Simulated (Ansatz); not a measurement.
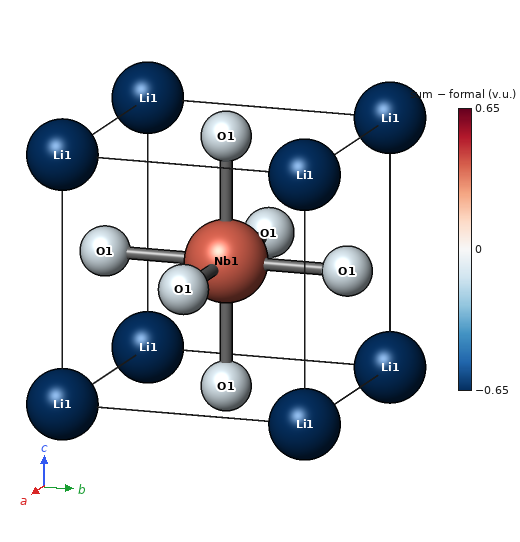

Atoms of LiNbO$_{3}$ (Pm-3m) coloured by their computed bond-valence sum less the size of their formal valence (view slightly off an axis).

Bond valence s = exp((R0 − d)/b), R0 fitted to published crystal structures with b = 0.37 Å, summed over all anions within 5 Å; R0 in Å: Li+–O 1.449; Nb5+–O 1.908.

Source of the atomic positions: the geometry relaxed with DFT, LDA, plane waves, PAW (Ansatz); the starting structure was generated, so it need not be a known form of this composition.

```
Li Nb O
1.0
     3.90031    0.00000    0.00000
     0.00000    3.90031    0.00000
     0.00000    0.00000    3.90031
Li Nb O
1 1 3
Direct
  0.00000 0.00000 0.00000
  0.50000 0.50000 0.50000
  0.50000 0.50000 0.00000
  0.50000 0.00000 0.50000
  0.00000 0.50000 0.50000
```

Site labels: Li1 at 0.000, 0.000, 0.000; Nb1 at 0.500, 0.500, 0.500; O1 at 0.500, 0.500, 0.000.

**Which site departs most from its formal valence?**

Li1, whose sum is 0.35 against 1: by this sum it is underbonded.

**Give the sums of all sites.**

| site | x, y, z | formal valence | bond-valence sum | difference |
| --- | --- | --- | --- | --- |
| Li1 | 0.000, 0.000, 0.000 | +1 | 0.35 | -0.65 |
| Nb1 | 0.500, 0.500, 0.500 | +5 | 5.39 | 0.39 |
| O1 | 0.500, 0.500, 0.000 | −2 | 1.91 | -0.09 |

**Is the structure strained by this measure?**

The global instability index (root mean square of the differences over all atoms) is 0.34 v.u.: above 0.2, which by the usual rule of thumb marks a strained structure. Cells relaxed with LDA tend to have short bonds, which raises the sums.
